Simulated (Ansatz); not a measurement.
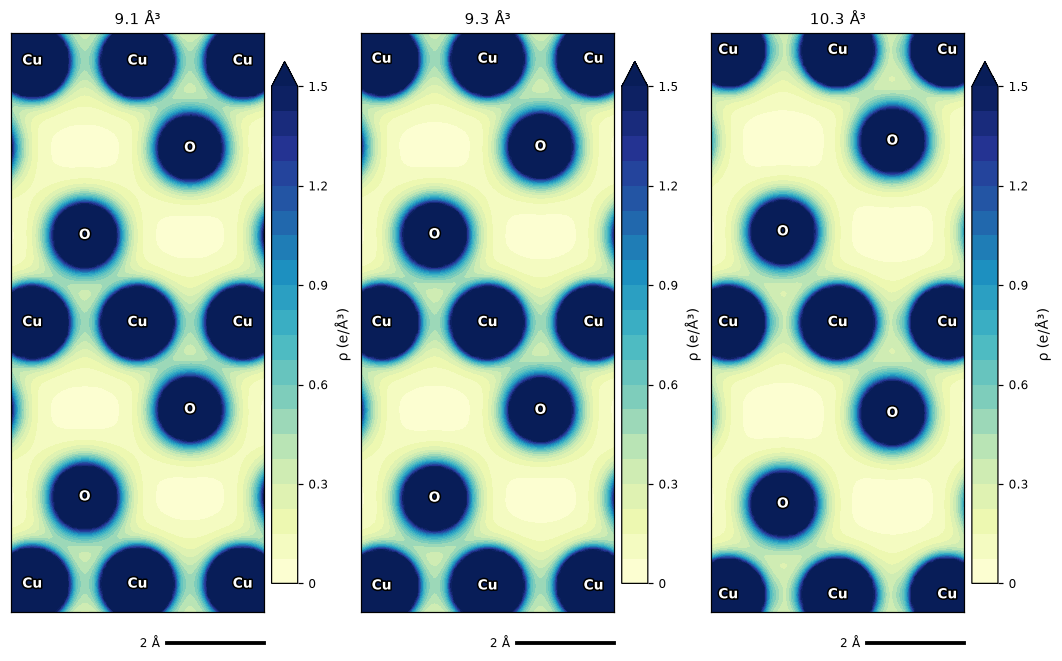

CuO. The valence charge density (pseudo) of cells scaled evenly to different volumes (given per atom above each panel), on the (110) plane of each (indices in the axes of the cell below), at one length scale and on one colour scale.

A generated structure, not necessarily the stable one; built by placing these elements on a known structure type.

The calculation used Kohn-Sham DFT of a periodic cell, PBE, Ansatz PAW in Ansatz.

In a PAW calculation such maps are meaningful between the atoms, not at the nuclei.

The largest cell:

```yaml
crystal:
  lattice:
    - [3.24189, 0.00000, 0.00000]
    - [-1.62095, 2.80756, 0.00000]
    - [0.00000, 0.00000, 4.51840]
  atoms:
    - { symbol: Cu, position: [0.00000, 0.00000, 0.00000] }
    - { symbol: Cu, position: [0.00000, 0.00000, 0.50000] }
    - { symbol: O, position: [0.33333, 0.66667, 0.25000] }
    - { symbol: O, position: [0.66667, 0.33333, 0.75000] }
```

| volume (Å³/atom) | Cu–O contact in the plane (Å) | ρ at its midpoint (e/Å³) | pressure (GPa) | 
| --- | --- | --- | --- |
| 9.12 | 2.100 | 0.467 | 20.0 | 
| 9.31 | 2.115 | 0.452 | 14.9 | 
| 9.51 | 2.130 | ? | ? | 
| 10.28 | 2.186 | 0.389 | −3.7 | 

Estimate the missing row, and compare with the calculation.

Answer. Over the known rows ln ρ falls by 2.12 per Å of Cu–O distance (a least-squares line), which gives 0.438 e/Å³ at 2.130 Å; the calculation gives 0.437 e/Å³. For the pressure, a straight line in volume between the neighbouring rows gives 11.1 GPa; the calculation gives 10.3, lower because pressure rises ever faster on compression.
